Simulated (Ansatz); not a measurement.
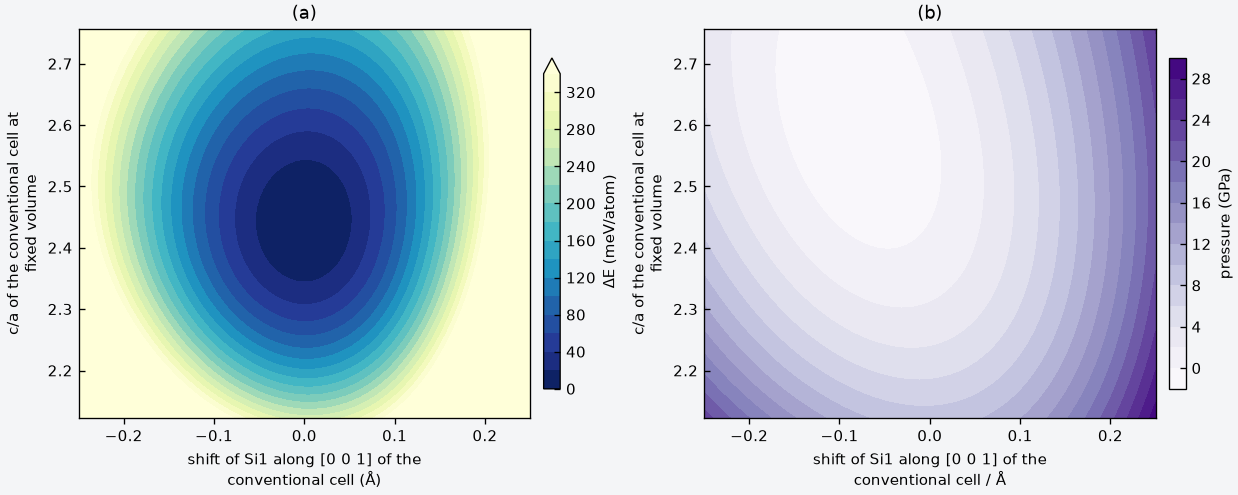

Si2W (I4/mmm, No. 139; 3 atoms in the cell). 
- The energy is mapped over a free internal coordinate and the cell.
- Coordinates scanned: (1) shift of Si1 along [0 0 1] of the conventional cell, Cartesian (0 0 1), its symmetry partners moved as symmetry demands (measured in the relaxed cell); (2) c/a of the conventional cell at fixed volume.
- Nothing is relaxed (all other coordinates fixed).
- The scan uses a 7 × 7 grid.
- Points are written as (first, second).
- All energies are given in meV/atom relative to the lowest grid point.
- Level of theory: Ansatz 0.2.0, DFT LDA, scalar-relativistic, plane waves, PAW. Settings: cutoff 420 eV, k-mesh 18×18×18, gaussian smearing 0.15 eV, no spin polarisation.

Panel (a) is the energy; panel (b) is the computed pressure, in GPa.

The picture shows filled contours, one colour for all values above the top of the scale. Between grid points the surface is interpolated.

Question: How does the pressure vary over the map, and what is it at the lowest grid point?

Answer: It runs from −1.4 GPa at (−0.083 Å, 2.651) to 29.1 GPa at (0.250 Å, 2.123). At the lowest grid point, (0.000 Å, 2.440), it is 0.0 GPa.

PAW datasets: the set soft_1.
